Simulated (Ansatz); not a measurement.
MoS2: several calculations on one system

Part 1: Relaxation

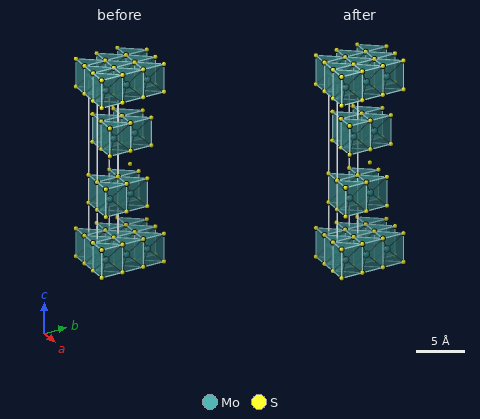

The structure of a crystal of MoS$_{2}$ (set up in R3m) (coarse preliminary run) before (left) and after (right) a relaxation, at one scale.

A polyhedral model of the conventional cell (3 times the calculation's cell), repeated 2 × 2 × 1 with one cell outlined, seen slightly off an axis. Lengths and directions refer to the drawn axes.

Method: DFT PBEsol, scalar-relativistic, plane waves, PAW (Ansatz 0.2.0). (plane-wave cutoff 420 eV; k-point mesh 6 × 6 × 6; occupations gaussian; smearing width 0.1 eV; no spin polarisation; cell and atoms relaxed; force threshold 0.05 eV/Å; at most 80 steps)

> Summarise the run.

The largest moves relative to the cell, 0.031 Å, are those of S atoms. Mo stays in place. The volume changes by +0.4 %, with a = b 3.163 → 3.143 Å (−0.6 %), c 18.370 → 18.681 Å (+1.7 %). Near-neighbour distances that change, for instance: Mo–S 2.365 → 2.392 Å. Among the angles between lasting bonds that change: S–Mo–S 78.9° → 81.3°. The space group stays R3m (No. 160). Over 2 accepted moves (4 points after the start) the energy falls by 17.9 meV per atom. Largest force component: 1 eV/Å at the start, 0.01 eV/Å at the end. Pressure: 4.24 GPa at the start and 0.02 GPa at the end. The line search rejected the trial step at point 1 of the run. At 1 point the geometry stayed and the basis and grid were re-selected for the new cell (energy shift of less than 0.05 meV per atom at most each time). The run took 9.9 s on 2 threads of Arm Neoverse V1, with other jobs on the host, peak memory 0.35 GiB.

Part 2: Relaxation

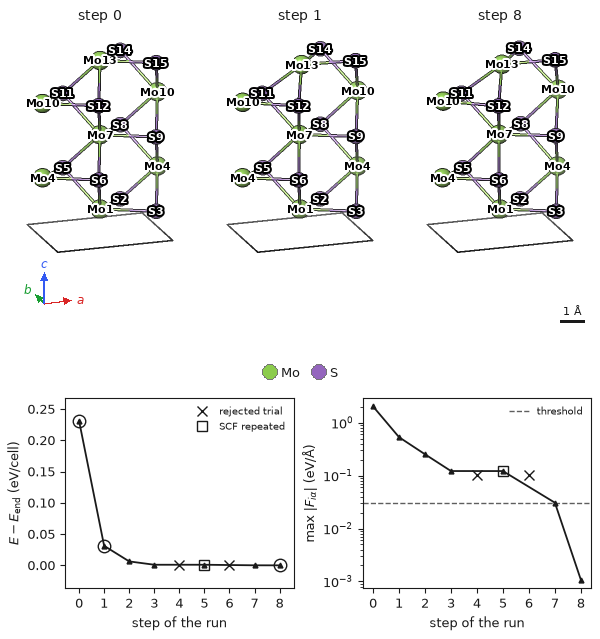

Frames of a constrained relaxation of a slab of composition MoS2 (cut from the R3m phase), marked on the history of the run. The picture is a ball-and-stick view of the cell of the calculation, outlined in the plane, without the vacuum (origin shifted), seen slightly off an axis.

Case: clean slab, lower half held. The slab is the (1 1 0) face of MoS2. 6 atoms are held fixed.

These are results of DFT PBE+D3(BJ), scalar-relativistic, plane waves, PAW (Ansatz), not measurements. (plane-wave cutoff 420 eV; k-point mesh 5 × 5 × 1; occupations gaussian; smearing width 0.05 eV; no spin polarisation; dipole correction; atoms relaxed in a fixed cell; force threshold 0.03 eV/Å; at most 70 steps)

What happens along the run?

The energy falls by 0.231 eV per cell of the calculation in 5 accepted moves (8 points after the start). Largest force component: 2 eV/Å at the start, 0.0011 eV/Å at the end. The line search rejected the trial steps at points 4, 6 of the run. 1 step only repeated the SCF at the same geometry. Mo13 moves most: 0.19 Å at 28° to the normal (−c side). By element the largest moves are Mo 0.19 Å, S 0.13 Å. The cell stays as it was. Near-neighbour distances that change, for instance: Mo7–Mo13 3.153 → 2.965 Å, Mo10–Mo13 3.153 → 2.979 Å, Mo13–S14 2.399 → 2.295 Å, Mo10–Mo13 (another image) 3.153 → 3.079 Å. Among the angles between lasting bonds that change: S11–Mo13–S15 135.4° → 147.9°, Mo7–S12–Mo13 82.1° → 76.7°, S12–Mo13–S15 82.1° → 86.9°. The run took 6.5 min on 2 threads of Arm Neoverse V2 (shared host), peak memory 1.4 GiB. From step 0 to 1: Mo13 moves most (0.19 Å), energy −0.200 eV per cell of the calculation. From step 1 to 8: Mo10 moves most (0.06 Å), energy −31.2 meV per cell of the calculation.

Part 3: A change

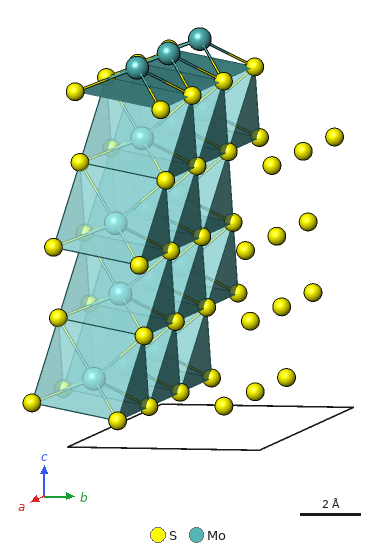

This is a (1 0 1) slab of MoS$_{2}$ as cut from the relaxed bulk. A polyhedral model of the 3 × 1 repeat of the cell, outlined in the plane, without the vacuum, seen slightly off an axis.

These are results of Ansatz, DFT PBEsol, scalar-relativistic, plane waves, PAW, not measurements. Set-up: plane-wave cutoff 420 eV; occupations gaussian; no spin polarisation. The k-mesh is chosen for each cell (12×12×12, 9×4×1). Smearing widths differ between the runs.

Change: The atoms of the slab are relaxed at the bulk's in-plane cell.

The input:
```yaml
crystal:
  lattice:
    - [3.1431208318, 0.0, 0.0]
    - [-1.5715604159, 6.3484649833, 0.0]
    - [0.0, 0.0, 26.8970708865]
  atoms:
    - { symbol: S, position: [0.1419093217, 0.2838186435, 0.2788407716] }
    - { symbol: S, position: [0.8989910954, 0.7979821907, 0.2953998876] }
    - { symbol: Mo, position: [0.5306428742, 0.0612857485, 0.3205092465] }
    - { symbol: S, position: [0.6725497415, 0.3450994829, 0.3790032671] }
    - { symbol: S, position: [0.4296315151, 0.8592630302, 0.3955623831] }
    - { symbol: Mo, position: [0.061283294, 0.1225665879, 0.420671742] }
    - { symbol: S, position: [0.2031901612, 0.4063803224, 0.4791657626] }
    - { symbol: S, position: [0.9602719348, 0.9205438696, 0.4957248786] }
    - { symbol: Mo, position: [0.5919237137, 0.1838474274, 0.5208342374] }
    - { symbol: S, position: [0.7338305809, 0.4676611618, 0.579328258] }
    - { symbol: S, position: [0.4909123545, 0.9818247091, 0.595887374] }
    - { symbol: Mo, position: [0.1225641334, 0.2451282668, 0.6209967329] }
    - { symbol: S, position: [0.2644710006, 0.5289420013, 0.6794907535] }
    - { symbol: S, position: [0.0215527743, 0.0431055485, 0.6960498695] }
    - { symbol: Mo, position: [0.6532045531, 0.3064091063, 0.7211592284] }
basis:
  ecutwfc: 420
kpoints:
  mp_grid: { grid: [9, 4, 1] }
hamiltonian:
  xc: pbesol
scf:
  occupations: { method: gaussian, width: 0.05 }
output:
  forces: true
  eigenvalues: true
  write_density: true
  write_potential: true
  elf: true
  volumetric_format: npy
relax:
  adjacent_minimum: "off"
  f_tol: 0.02
  max_steps: 60
efield:
  axis: 3
  dipole_correction: true
  ramp_width: 0.04
```

Run as
```bash
ansatz run input.yaml --threads 2 --pin off --max-ram 5120MiB --backend cpu --events-out ev --progress --plain --runs-dir out
```

What is the effect?

Answer. The surface energy (mean of the two faces) falls from 2.03 to 1.96 J/m². The top spacing, between the Mo and S planes, goes from 0.68 to 0.53 Å (−21.5 %), the bottom one (S to S) from 0.45 to 0.28 Å (−36.4 %). The cell stays as it was. The largest move relative to the layer's centre is that of S2, 0.18 Å at 41° to the normal (−c side). Largest moves by element: S 0.18 Å, Mo 0.09 Å. Near-neighbour distances before and after: Mo–S 2.392 → 2.348 to 2.423 Å.

Drawn alike, the variant:

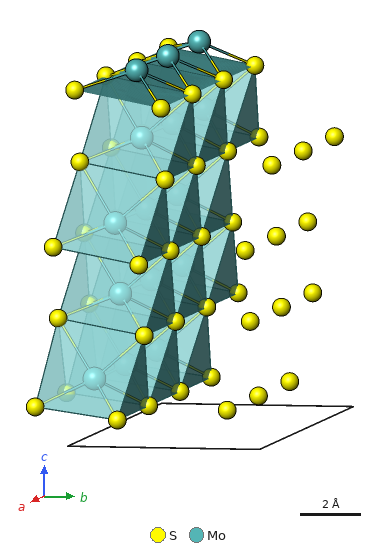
